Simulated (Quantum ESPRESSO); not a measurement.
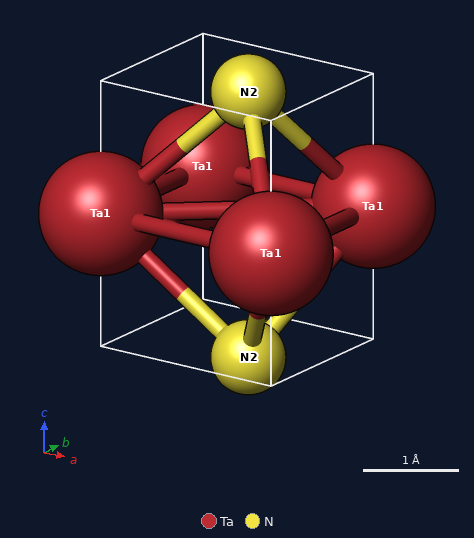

Fig. 1: The structure (ball-and-stick view of the cell of the calculation, seen slightly off an axis; atoms are numbered from 1 in the order of the input). An atom can appear more than once, as a periodic image. Near neighbours in the periodic cell (some may lie outside the picture): Ta has 6 N at 2.20 Å and 8 Ta at 2.84 to 2.90 Å; N has 6 Ta at 2.20 Å.

Single-point calculation, with input and output: TaN (part 1 of 2)

The run: single-point calculation of TaN (2 atoms in the cell). Method and program: Kohn-Sham DFT of a periodic cell, LDA, GBRV 1.5 LDA, no spin polarisation (Quantum ESPRESSO 7.5).

The structure derives from an entry of the Crystallography Open Database. The volume is scaled by 0.96.

The input:
```
&CONTROL
  calculation = 'scf'
  prefix = 'pwscf'
  outdir = './tmp'
  pseudo_dir = './pseudo'
  tstress = .true.
  disk_io = 'nowf'
/
&SYSTEM
  ibrav = 0
  nat = 2
  ntyp = 2
  ecutwfc = 56
  ecutrho = 448
  nbnd = 15
  occupations = 'smearing'
  smearing = 'fd'
  degauss = 0.00367493
/
&ELECTRONS
  conv_thr = 4d-10
  electron_maxstep = 120
  mixing_beta = 0.5
/
ATOMIC_SPECIES
Ta   180.9479 ta_lda_v1.uspp.F.UPF
N     14.0070 n_lda_v1.2.uspp.F.UPF
CELL_PARAMETERS angstrom
   2.8982924298    0.0000000000    0.0000000000
  -1.4491462149    2.5099948717    0.0000000000
   0.0000000000    0.0000000000    2.8440357641
ATOMIC_POSITIONS crystal
Ta     0.0000000000    0.0000000000    0.5000000000
N      0.6666666667    0.3333333333    0.0000000000
K_POINTS automatic
10 10 9 0 0 0
```

Hardware: 2 threads of AMD EPYC (Zen 5), 16 GiB of memory available, shared host.

Command:
```bash
OMP_NUM_THREADS=1 mpirun -n 2 pw.x -nk 2 -in pw.in > pw.out
```

Output:
```
This program is part of the open-source Quantum ESPRESSO suite
     for quantum simulation of materials; please cite
         "P. Giannozzi et al., J. Phys.:Condens. Matter 21 395502 (2009);
         "P. Giannozzi et al., J. Phys.:Condens. Matter 29 465901 (2017);
         "P. Giannozzi et al., J. Chem. Phys. 152 154105 (2020);
          URL
     in publications or presentations arising from this work. More details at

     Message from routine setup:
     using ibrav=0 with symmetry is DISCOURAGED, use correct ibrav instead

     K-points division:     npool     =       2
     Subspace diagonalization in iterative solution of the eigenvalue problem:
     a serial algorithm will be used

     G-vector sticks info
     --------------------
     sticks:   dense  smooth     PW     G-vecs:    dense   smooth      PW
     Sum         925     463    151                22309     7867    1377

     Using Slab Decomposition

     bravais-lattice index     =            0
     lattice parameter (alat)  =       5.4770  a.u.
     unit-cell volume          =     139.6197 (a.u.)^3
     number of atoms/cell      =            2
     number of atomic types    =            2
     number of electrons       =        18.00
     number of Kohn-Sham states=           15
     kinetic-energy cutoff     =      56.0000  Ry
     charge density cutoff     =     448.0000  Ry
     scf convergence threshold =      4.0E-10
     mixing beta               =       0.5000
     number of iterations used =            8  plain     mixing
     Exchange-correlation= SLA  PZ   NOGX NOGC
                           (   1   1   0   0   0   0   0)

     celldm(1)=   5.476979  celldm(2)=   0.000000  celldm(3)=   0.000000
     celldm(4)=   0.000000  celldm(5)=   0.000000  celldm(6)=   0.000000

     crystal axes: (cart. coord. in units of alat)
               a(1) = (   1.000000   0.000000   0.000000 )
               a(2) = (  -0.500000   0.866025   0.000000 )
               a(3) = (   0.000000   0.000000   0.981280 )

     reciprocal axes: (cart. coord. in units 2 pi/alat)
               b(1) = (  1.000000  0.577350 -0.000000 )
               b(2) = (  0.000000  1.154701  0.000000 )
               b(3) = (  0.000000 -0.000000  1.019077 )

     PseudoPot. # 1 for Ta read from file:
     ta_lda_v1.uspp.F.UPF
     Pseudo is Ultrasoft + core correction, Zval = 13.0
     Generated by new atomic code, or converted to UPF format
     Using radial grid of  921 points,  7 beta functions with:
                l(1) =   0
                l(2) =   0
                l(3) =   1
                l(4) =   1
                l(5) =   2
                l(6) =   2
                l(7) =   3
     Q(r) pseudized with  6 coefficients,  rinner =    1.300   1.300   1.300
                                                       1.300   1.300   1.300
                                                       1.300

     PseudoPot. # 2 for N  read from file:
     n_lda_v1.2.uspp.F.UPF
     Pseudo is Ultrasoft + core correction, Zval =  5.0
     Generated by new atomic code, or converted to UPF format
     Using radial grid of  729 points,  4 beta functions with:
                l(1) =   0
                l(2) =   0
                l(3) =   1
                l(4) =   1
     Q(r) pseudized with  8 coefficients,  rinner =    0.900   0.900   0.900

     atomic species   valence    mass     pseudopotential
     Ta               13.00   180.94790     Ta( 1.00)
     N                 5.00    14.00700     N ( 1.00)

     12 Sym. Ops. (no inversion) found

   Cartesian axes

     site n.     atom                  positions (alat units)
         1        Ta     tau(   1) = (   0.0000000   0.0000000   0.4906399  )
         2        N      tau(   2) = (   0.5000000   0.2886751   0.0000000  )

     number of k points=    70  Fermi-Dirac smearing, width (Ry)=  0.0037
                       cart. coord. in units 2pi/alat
        k(    1) = (   0.0000000   0.0000000   0.0000000), wk =   0.0022222
        k(    2) = (   0.0000000   0.0000000   0.1132308), wk =   0.0044444
        k(    3) = (   0.0000000   0.0000000   0.2264616), wk =   0.0044444
        k(    4) = (   0.0000000   0.0000000   0.3396925), wk =   0.0044444
        k(    5) = (   0.0000000   0.0000000   0.4529233), wk =   0.0044444
        k(    6) = (   0.0000000   0.1154701   0.0000000), wk =   0.0133333
        k(    7) = (   0.0000000   0.1154701   0.1132308), wk =   0.0266667
        k(    8) = (   0.0000000   0.1154701   0.2264616), wk =   0.0266667
        k(    9) = (   0.0000000   0.1154701   0.3396925), wk =   0.0266667
        k(   10) = (   0.0000000   0.1154701   0.4529233), wk =   0.0266667
        k(   11) = (   0.0000000   0.2309401   0.0000000), wk =   0.0133333
        k(   12) = (   0.0000000   0.2309401   0.1132308), wk =   0.0266667
        k(   13) = (   0.0000000   0.2309401   0.2264616), wk =   0.0266667
        k(   14) = (   0.0000000   0.2309401   0.3396925), wk =   0.0266667
        k(   15) = (   0.0000000   0.2309401   0.4529233), wk =   0.0266667
        k(   16) = (   0.0000000   0.3464102   0.0000000), wk =   0.0133333
        k(   17) = (   0.0000000   0.3464102   0.1132308), wk =   0.0266667
        k(   18) = (   0.0000000   0.3464102   0.2264616), wk =   0.0266667
        k(   19) = (   0.0000000   0.3464102   0.3396925), wk =   0.0266667
        k(   20) = (   0.0000000   0.3464102   0.4529233), wk =   0.0266667
        k(   21) = (   0.0000000   0.4618802   0.0000000), wk =   0.0133333
        k(   22) = (   0.0000000   0.4618802   0.1132308), wk =   0.0266667
        k(   23) = (   0.0000000   0.4618802   0.2264616), wk =   0.0266667
        k(   24) = (   0.0000000   0.4618802   0.3396925), wk =   0.0266667
        k(   25) = (   0.0000000   0.4618802   0.4529233), wk =   0.0266667
        k(   26) = (   0.0000000  -0.5773503   0.0000000), wk =   0.0066667
        k(   27) = (   0.0000000  -0.5773503   0.1132308), wk =   0.0133333
        k(   28) = (   0.0000000  -0.5773503   0.2264616), wk =   0.0133333
        k(   29) = (   0.0000000  -0.5773503   0.3396925), wk =   0.0133333
        k(   30) = (   0.0000000  -0.5773503   0.4529233), wk =   0.0133333
        k(   31) = (   0.1000000   0.1732051   0.0000000), wk =   0.0133333
        k(   32) = (   0.1000000   0.1732051   0.1132308), wk =   0.0266667
        k(   33) = (   0.1000000   0.1732051   0.2264616), wk =   0.0266667
        k(   34) = (   0.1000000   0.1732051   0.3396925), wk =   0.0266667
        k(   35) = (   0.1000000   0.1732051   0.4529233), wk =   0.0266667
        k(   36) = (   0.1000000   0.2886751   0.0000000), wk =   0.0266667
        k(   37) = (   0.1000000   0.2886751   0.1132308), wk =   0.0533333
        k(   38) = (   0.1000000   0.2886751   0.2264616), wk =   0.0533333
        k(   39) = (   0.1000000   0.2886751   0.3396925), wk =   0.0533333
        k(   40) = (   0.1000000   0.2886751   0.4529233), wk =   0.0533333
        k(   41) = (   0.1000000   0.4041452   0.0000000), wk =   0.0266667
        k(   42) = (   0.1000000   0.4041452   0.1132308), wk =   0.0533333
        k(   43) = (   0.1000000   0.4041452   0.2264616), wk =   0.0533333
        k(   44) = (   0.1000000   0.4041452   0.3396925), wk =   0.0533333
        k(   45) = (   0.1000000   0.4041452   0.4529233), wk =   0.0533333
        k(   46) = (   0.1000000   0.5196152   0.0000000), wk =   0.0266667
        k(   47) = (   0.1000000   0.5196152   0.1132308), wk =   0.0533333
        k(   48) = (   0.1000000   0.5196152   0.2264616), wk =   0.0533333
        k(   49) = (   0.1000000   0.5196152   0.3396925), wk =   0.0533333
        k(   50) = (   0.1000000   0.5196152   0.4529233), wk =   0.0533333
        k(   51) = (   0.2000000   0.3464102   0.0000000), wk =   0.0133333
        k(   52) = (   0.2000000   0.3464102   0.1132308), wk =   0.0266667
        k(   53) = (   0.2000000   0.3464102   0.2264616), wk =   0.0266667
        k(   54) = (   0.2000000   0.3464102   0.3396925), wk =   0.0266667
        k(   55) = (   0.2000000   0.3464102   0.4529233), wk =   0.0266667
        k(   56) = (   0.2000000   0.4618802   0.0000000), wk =   0.0266667
        k(   57) = (   0.2000000   0.4618802   0.1132308), wk =   0.0533333
        k(   58) = (   0.2000000   0.4618802   0.2264616), wk =   0.0533333
        k(   59) = (   0.2000000   0.4618802   0.3396925), wk =   0.0533333
        k(   60) = (   0.2000000   0.4618802   0.4529233), wk =   0.0533333
        k(   61) = (   0.2000000   0.5773503   0.0000000), wk =   0.0133333
        k(   62) = (   0.2000000   0.5773503   0.1132308), wk =   0.0266667
        k(   63) = (   0.2000000   0.5773503   0.2264616), wk =   0.0266667
        k(   64) = (   0.2000000   0.5773503   0.3396925), wk =   0.0266667
        k(   65) = (   0.2000000   0.5773503   0.4529233), wk =   0.0266667
        k(   66) = (   0.3000000   0.5196152   0.0000000), wk =   0.0133333
        k(   67) = (   0.3000000   0.5196152   0.1132308), wk =   0.0266667
        k(   68) = (   0.3000000   0.5196152   0.2264616), wk =   0.0266667
        k(   69) = (   0.3000000   0.5196152   0.3396925), wk =   0.0266667
        k(   70) = (   0.3000000   0.5196152   0.4529233), wk =   0.0266667

     Dense  grid:    22309 G-vectors     FFT dimensions: (  40,  40,  40)

     Smooth grid:     7867 G-vectors     FFT dimensions: (  27,  27,  25)

     Initial potential from superposition of free atoms

     starting charge      17.9991, renormalised to      18.0000

     negative rho (up, down):  9.241E-02 0.000E+00
     Starting wfcs are   17 randomized atomic wfcs

     Self-consistent Calculation

     iteration #  1     ecut=    56.00 Ry     beta= 0.50
     Davidson diagonalization with overlap
     ethr =  1.00E-02,  avg # of iterations =  3.0

     negative rho (up, down):  9.510E-02 0.000E+00

     total energy              =    -162.13199880 Ry
     estimated scf accuracy    <       0.38949449 Ry

     iteration #  2     ecut=    56.00 Ry     beta= 0.50
     Davidson diagonalization with overlap
     ethr =  2.16E-03,  avg # of iterations =  2.0

     negative rho (up, down):  9.625E-02 0.000E+00

     total energy              =    -162.24098163 Ry
     estimated scf accuracy    <       0.21522866 Ry

     iteration #  3     ecut=    56.00 Ry     beta= 0.50
     Davidson diagonalization with overlap
     ethr =  1.20E-03,  avg # of iterations =  1.4

     negative rho (up, down):  9.822E-02 0.000E+00

     total energy              =    -162.28052243 Ry
     estimated scf accuracy    <       0.00241669 Ry

     iteration #  4     ecut=    56.00 Ry     beta= 0.50
     Davidson diagonalization with overlap
     ethr =  1.34E-05,  avg # of iterations =  2.5

     negative rho (up, down):  9.842E-02 0.000E+00

     total energy              =    -162.28084255 Ry
     estimated scf accuracy    <       0.00005568 Ry

     iteration #  5     ecut=    56.00 Ry     beta= 0.50
     Davidson diagonalization with overlap
     ethr =  3.09E-07,  avg # of iterations =  2.3

     negative rho (up, down):  9.850E-02 0.000E+00

     total energy              =    -162.28084851 Ry
     estimated scf accuracy    <       0.00000381 Ry

     iteration #  6     ecut=    56.00 Ry     beta= 0.50
     Davidson diagonalization with overlap
     ethr =  2.12E-08,  avg # of iterations =  2.0

     negative rho (up, down):  9.850E-02 0.000E+00

     total energy              =    -162.28084895 Ry
     estimated scf accuracy    <       0.00000009 Ry

     iteration #  7     ecut=    56.00 Ry     beta= 0.50
     Davidson diagonalization with overlap
     ethr =  4.99E-10,  avg # of iterations =  1.3

     negative rho (up, down):  9.850E-02 0.000E+00

     total energy              =    -162.28084896 Ry
     estimated scf accuracy    <          3.2E-09 Ry

     iteration #  8     ecut=    56.00 Ry     beta= 0.50
     Davidson diagonalization with overlap
     ethr =  1.80E-11,  avg # of iterations =  2.0

     negative rho (up, down):  9.850E-02 0.000E+00

     End of self-consistent calculation

          k = 0.0000 0.0000 0.0000 (  1009 PWs)   bands (ev):

   -47.5476 -13.8675 -13.5844 -13.5844   2.9290  16.0500  16.0500  16.3961
    17.8343  23.4096  24.5441  24.5441  24.9620  24.9620  34.0363

          k = 0.0000 0.0000 0.1132 (   997 PWs)   bands (ev):

   -47.5404 -14.0033 -13.5733 -13.5733   3.2084  15.6025  16.1542  16.1542
    18.5102  23.2228  23.2228  23.8201  25.7956  25.7956  34.5669

          k = 0.0000 0.0000 0.2265 (   997 PWs)   bands (ev):

   -47.5224 -14.3337 -13.5453 -13.5453   3.9564  14.0817  16.4217  16.4217
    19.9798  21.8534  21.8534  24.8153  25.7726  25.7726  35.3042

          k = 0.0000 0.0000 0.3397 (   991 PWs)   bands (ev):

   -47.5018 -14.6887 -13.5132 -13.5132   4.9367  12.4928  16.7153  16.7153
    20.9829  20.9829  21.8142  25.0002  25.0002  26.2553  33.6572

          k = 0.0000 0.0000 0.4529 (   996 PWs)   bands (ev):

   -47.4883 -14.9100 -13.4921 -13.4921   5.7392  11.3661  16.8764  16.8764
    20.6844  20.6844  23.1423  24.2803  24.2803  28.4033  31.2629

          k = 0.0000 0.1155 0.0000 (   991 PWs)   bands (ev):

   -47.5388 -13.8516 -13.7090 -13.6108   3.1525  15.4522  16.2182  16.7020
    17.5206  24.0601  24.1921  24.5770  24.8486  25.2431  34.0070

          k = 0.0000 0.1155 0.1132 (   995 PWs)   bands (ev):

   -47.5317 -13.9865 -13.6954 -13.5995   3.4128  15.5564  15.7717  16.2912
    18.3162  23.2001  23.2106  24.5430  25.7974  25.8505  34.1558

          k = 0.0000 0.1155 0.2265 (   996 PWs)   bands (ev):

   -47.5138 -14.3126 -13.6635 -13.5708   4.1024  14.1802  15.9693  16.4590
    19.5456  21.9224  22.2164  25.3186  26.0035  26.0123  34.5633

          k = 0.0000 0.1155 0.3397 (   993 PWs)   bands (ev):

   -47.4933 -14.6629 -13.6276 -13.5380   4.9846  12.6744  16.3743  16.5934
    20.1333  21.2081  22.6108  24.8452  25.3781  27.0874  33.9295

          k = 0.0000 0.1155 0.4529 (  1003 PWs)   bands (ev):

   -47.4799 -14.8815 -13.6041 -13.5164   5.6766  11.6594  16.6250  16.6260
    20.0435  21.0358  23.7639  24.1505  24.7202  29.0833  31.7775

          k = 0.0000 0.2309 0.0000 (   993 PWs)   bands (ev):

   -47.5158 -14.0238 -13.8095 -13.6792   3.7443  14.3194  16.6417  16.8127
    17.3107  23.2556  24.5656  24.7660  25.7543  25.7774  34.0326

          k = 0.0000 0.2309 0.1132 (   989 PWs)   bands (ev):
```
